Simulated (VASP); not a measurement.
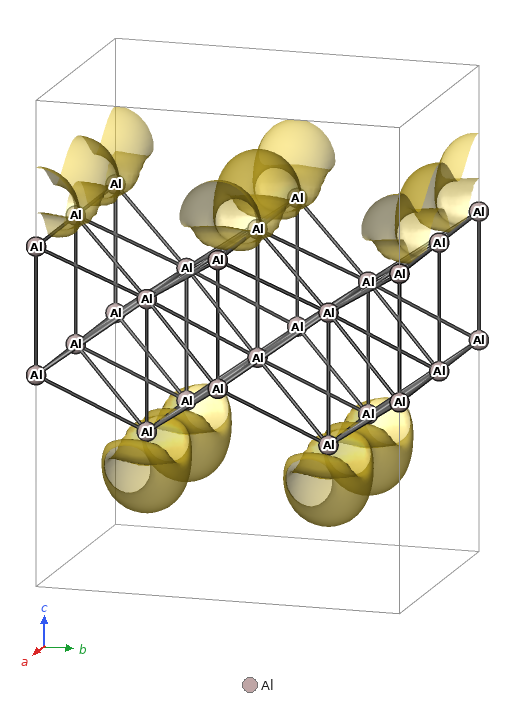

Figure. Al (slab). Isosurface of the ELF at 0.75 (yellow), seen slightly off an axis. Only the valence region is drawn (cores and ρ < 0.01 e/Å³ removed). Sticks mark near contacts.

The calculation used Kohn-Sham DFT of a periodic cell, PBE, VASP PAW PBE potentials, recommended (VASP 6.6.1).

Core electrons are frozen (PAW), and the valence fields are smoothed inside the atomic spheres.

Describe the localisation domains.

The surface consists of channels that run through the cell in one direction, counted in one cell of 16 atoms. Counts are for one cell; the picture repeats the cell along the surface. There are no localised bonds or lone pairs at this value.

Values along the shortest contacts:
Al–Al (2.81 Å): the ELF peaks at about 0.70 between the atoms. Al–Al (2.86 Å): the ELF peaks at about 0.70 between the atoms.
